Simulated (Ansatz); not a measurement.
Given this structure:

```cif
data_structure
_symmetry_space_group_name_H-M 'P 1'
_symmetry_Int_Tables_number 1
_cell_length_a 3.1517
_cell_length_b 3.1517
_cell_length_c 4.9427
_cell_angle_alpha 90.000
_cell_angle_beta 90.000
_cell_angle_gamma 90.000
_cell_volume 49.10
loop_
_atom_site_label
_atom_site_type_symbol
_atom_site_fract_x
_atom_site_fract_y
_atom_site_fract_z
_atom_site_occupancy
In1 In 0.00000 0.00000 0.00000 1
In2 In 0.50000 0.50000 0.50000 1
```

Question: Summarise the structure in words.

Answer: The element is indium. Space group: I4/mmm (No. 139). Lattice: body-centred tetragonal. The cell holds two atoms. Each In atom has twelve In in a cuboctahedral arrangement at 3.15 to 3.33 Å around it. The bonds build a three-dimensional framework.

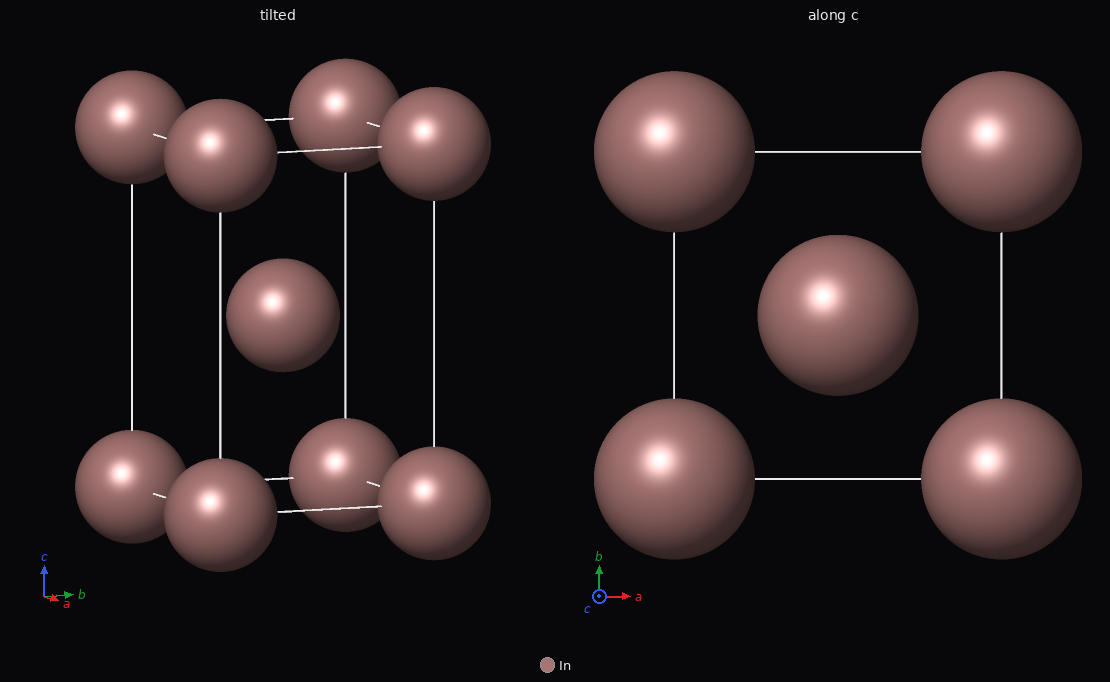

A spheres-only rendering, viewed slightly off an axis and along the c axis. One conventional unit cell is framed, with atoms on its boundary repeated.

The cell started as the standard structure of this element. Earlier steps of the study may have refined or changed the cell and positions. It was the input of a calculation with Ansatz.
